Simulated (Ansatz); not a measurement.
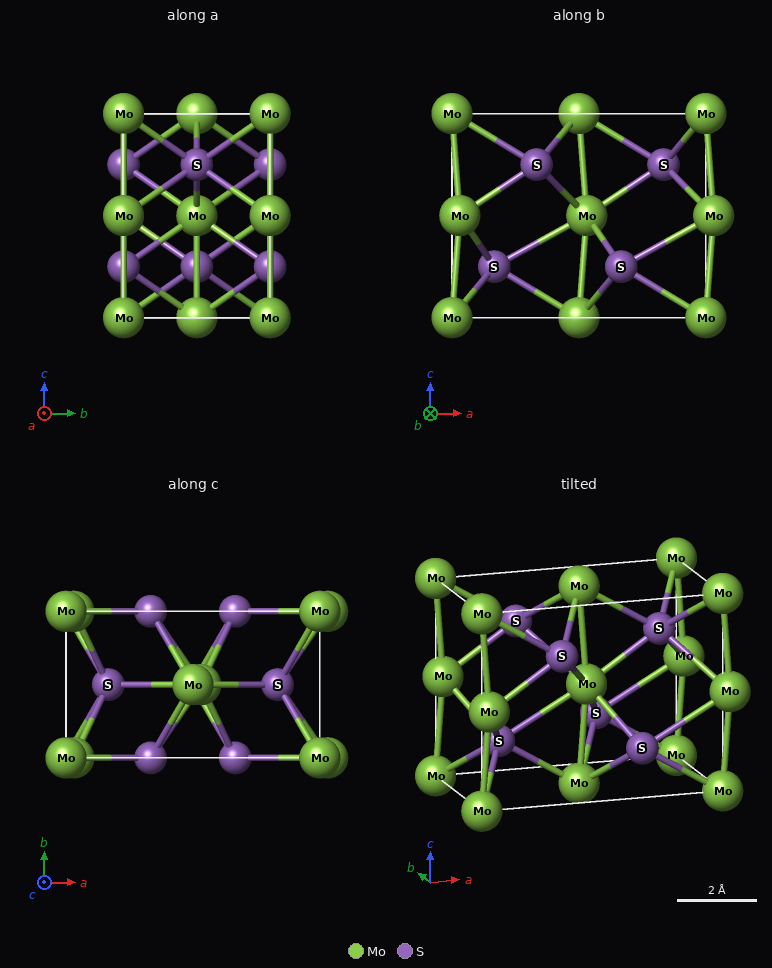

Ball-and-stick drawing of the structure, looking along the a axis, along the b axis, along the c axis and slightly off an axis. One conventional unit cell is framed, with atoms on its boundary repeated.

Lattice parameters: a = 6.4810 Å, b = 3.7418 Å, c = 5.2106 Å, α = 90.000°, β = 90.000°, γ = 90.000°.

> Express the structure as a CIF with its space group and independent sites, with free fractional coordinates to two decimals.

```cif
data_structure
_symmetry_space_group_name_H-M 'C m'
_symmetry_Int_Tables_number 8
_cell_length_a 6.4810
_cell_length_b 3.7418
_cell_length_c 5.2106
_cell_angle_alpha 90.000
_cell_angle_beta 90.000
_cell_angle_gamma 90.000
_cell_volume 126.36
loop_
_atom_site_label
_atom_site_type_symbol
_atom_site_symmetry_multiplicity
_atom_site_Wyckoff_symbol
_atom_site_fract_x
_atom_site_fract_y
_atom_site_fract_z
_atom_site_occupancy
Mo1 Mo 2 a 0.53 0.50 0.50 1
Mo2 Mo 2 a 0.50 0.50 0.00 1
S1 S 2 a 0.8333 0.50 0.75 1
S2 S 2 a 0.6667 0.00 0.25 1
```

It goes back to a structure type filled with these elements by a generator (whether the compound takes this form wasn't checked). The cell was then strained or its atoms displaced on purpose. A calculation with Ansatz used it as input.

At this level of theory the run's own cell isn't at rest (forces up to 1.5 eV/Å), so its distances can differ from those at equilibrium, the more so the softer the solid.
